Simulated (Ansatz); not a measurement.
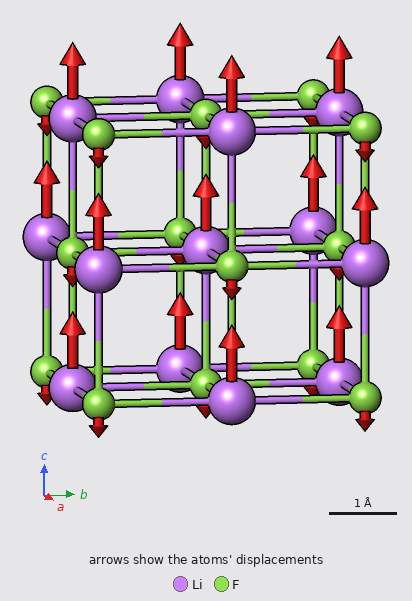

One vibrational mode of solid LiF (a generated structure) at the zone centre. The red arrows give the relative displacements of the atoms. Style: ball-and-stick. Shown: the conventional cell (4 times the calculation's cell), slightly off an axis. Lengths and directions refer to the drawn axes.

Theory: DFT PBE, scalar-relativistic, plane waves, PAW in Ansatz. Settings: plane-wave cutoff 420 eV; k-point mesh 12 × 12 × 12; occupations fixed; no spin polarisation.

Frequencies are those without the non-analytic (LO–TO) term.

**What mode is this, and where does it lie in the spectrum?**

This is the T₁u mode (triply degenerate; one member of the set is drawn) at 266 cm⁻¹, the only optical level, infrared-active by symmetry. The Li sublattice moves against the F sublattice, along c; it stretches the shortest F–Li bonds (2.03 Å); the kinetic energy is shared as Li 73 %, F 27 %. Its infrared intensity is 15 (D/Å)²/amu for the set. The value is the transverse one; the longitudinal partner lies at 619 cm⁻¹.
